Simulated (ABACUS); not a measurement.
# A series of single points on PbS

System: PbS (P-6m2, 2 atoms in the cell).
Method: Kohn-Sham DFT of a periodic cell, PBE, PseudoDojo NC SR 0.4.1 PBE standard, no spin polarisation (ABACUS 3.10.1).

The 7 runs differ only in the geometry, by an even scaling of the cell at fixed fractional positions. The structure derives from a Materials Project entry.

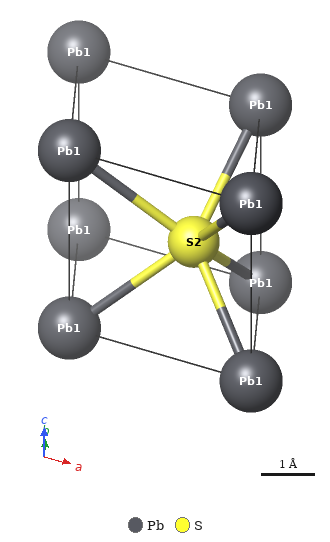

Figure 1. The structure of run 4 (ball-and-stick view of the cell of the calculation, seen at an oblique angle; atoms are numbered from 1 in the order of the input).

**Input file of run 4**
```
INPUT_PARAMETERS
suffix              PbS
calculation         scf
basis_type          pw
pseudo_dir          ./
symmetry            1
dft_functional      pbe
ecutwfc             63
pseudo_rcut         10
nspin               1
nbands              14
ks_solver           dav
smearing_method     fd
smearing_sigma      0.00367493
scf_thr             1e-08
scf_nmax            100
mixing_type         broyden
mixing_beta         0.7
cal_force           1
cal_stress          1
kpar                4
```

**File STRU of run 4**
```
ATOMIC_SPECIES
Pb 207.2000 Pb.upf
S 32.0600 S.upf

LATTICE_CONSTANT
1.8897261246

LATTICE_VECTORS
4.0896976867 0.0000000000 0.0000000000
-2.0448488433 3.5417820905 0.0000000000
0.0000000000 0.0000000000 3.7881670000

ATOMIC_POSITIONS
Direct

Pb
0.0
1
0.0000000000 0.0000000000 0.0000000000 1 1 1

S
0.0
1
0.6666666667 0.3333333333 0.5000000000 1 1 1
```

**File KPT of run 4**
```
K_POINTS
0
Gamma
8 8 7 0 0 0
```

Command:
```bash
OMP_NUM_THREADS=1 mpirun -np 4 abacus > log
```

Lattice vectors (Å) and fractional positions of run 4:
```
   4.089698    0.000000    0.000000
  -2.044849    3.541782    0.000000
   0.000000    0.000000    3.788167
Pb  0.000000  0.000000  0.000000
S   0.666667  0.333333  0.500000
```

Run 3 differs from it as follows:
```diff
-4.0896976867 0.0000000000 0.0000000000
--2.0448488433 3.5417820905 0.0000000000
-0.0000000000 0.0000000000 3.7881670000
+4.0622492242 0.0000000000 0.0000000000
+-2.0311246120 3.5180110247 0.0000000000
+0.0000000000 0.0000000000 3.7627422943
```

**Results, with one run withheld**

```tsv
run	volume per atom (Å³)	free energy per atom, from the lowest run given (meV)	pressure (GPa)	gap on the mesh (eV)
1	25.789	17.51	3.48	0.00
2	26.338	7.72	2.23	0.00
3	26.887	?	?	?
4	27.435	0.00	0.05	0.21
5	27.984	1.44	−0.92	0.29
6	28.533	6.03	−1.79	0.36
7	29.082	13.47	−2.58	0.43
```

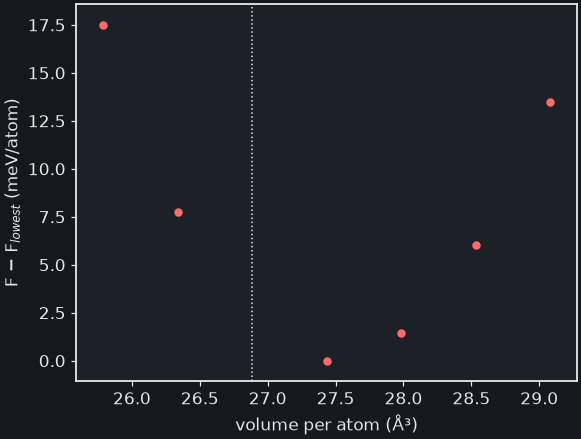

Figure 2. Free energy per atom of the runs given; the dotted line marks run 3.

Estimate the energy of run 3 from the others.

A cubic polynomial in V^(−2/3) (the Birch–Murnaghan form), fitted to the 6 runs given, misses them by at most 0.01 meV per atom. With x = V^(−2/3) − 0.10980 Å⁻², it reads F = 0.0010732 − 56.615 x + 7.9504e+05 x² − 2.3438e+06 x³ (meV per atom). At run 3 it gives 1.99 meV per atom, and the run itself gives 2.00. The slope of the fit gives a pressure −dF/dV of 1.11 GPa there, and the run prints 1.10 GPa. The fit has its minimum at 27.472 Å³ per atom, where V d²F/dV² gives 49.7 GPa. Cell shape and fractional positions are held, so this is the stiffness under even scaling; the relaxed bulk modulus wasn't computed. The gap on the mesh lies between 0.00 eV (run 1) and 0.43 eV (run 7); run 3 has 0.13 eV. These are gaps of this functional on this mesh, which can miss the band edges; they aren't the measured gap.

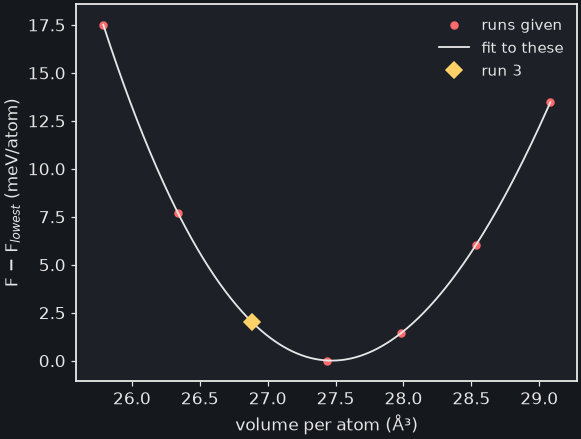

Figure 3. The fit and the withheld run.

**Some lines of the output (run 3)**
```
[...]
                             Volume (A^3) = 53.7734
 E_Fermi        0.5780856746         7.8652591073
 E_Fermi        0.6070516329         8.2593611879
 E_Fermi        0.6000077652         8.1635244506
 E_Fermi        0.6021327044         8.1924357324
 E_Fermi        0.6018937074         8.1891840112
 E_Fermi        0.6021538080         8.1927228611
 E_Fermi        0.6021522136         8.1927011680
 E_KS(sigma->0) -162.9002935657      -2216.3721983663
 E_Fermi        0.6021754358         8.1930171226
 final etot is -2216.3731832 eV
 EFERMI = 8.1930171226 eV
 TOTAL-PRESSURE: 10.970243 KBAR
 !FINAL_ETOT_IS -2216.3731831879631500 eV
```

Notes: Spin–orbit coupling is left out, which matters for Pb.
